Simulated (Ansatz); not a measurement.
The structure in question:

```cif
data_structure
_symmetry_space_group_name_H-M 'P 1'
_symmetry_Int_Tables_number 1
_cell_length_a 2.8334
_cell_length_b 2.8406
_cell_length_c 4.6848
_cell_angle_alpha 91.172
_cell_angle_beta 87.593
_cell_angle_gamma 119.922
_cell_volume 32.65
loop_
_atom_site_label
_atom_site_type_symbol
_atom_site_fract_x
_atom_site_fract_y
_atom_site_fract_z
_atom_site_occupancy
Al1 Al 0.34151 0.66775 0.24981 1
Al2 Al 0.67075 0.32925 0.75000 1
```

Say what kind of structure these coordinates give.

Answer. The element is aluminium. Strictly the space group is C2/c (No. 15, within 0.01 Å). It is a distorted form of a primitive hexagonal structure, space group P6_3/mmc (No. 194) within 0.45 Å: hexagonal close-packed (Mg type). The cell holds two atoms.

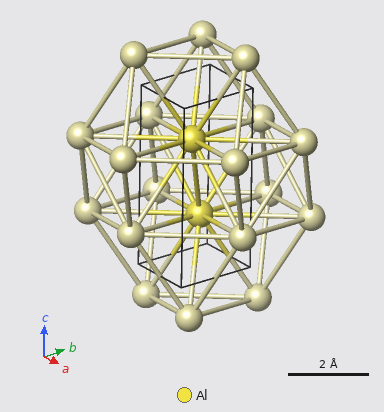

The image is a ball-and-stick drawing of a crystal, viewed slightly off an axis. The unit cell is drawn as a box. Atoms of adjacent cells appear where they bond to atoms in the box, in fainter colours. Colours: aluminium yellow.

The model was built from a structure listed in the Materials Project. The final geometry of a relaxation with DFT PBEsol, scalar-relativistic, plane waves, PAW (Ansatz) is shown.
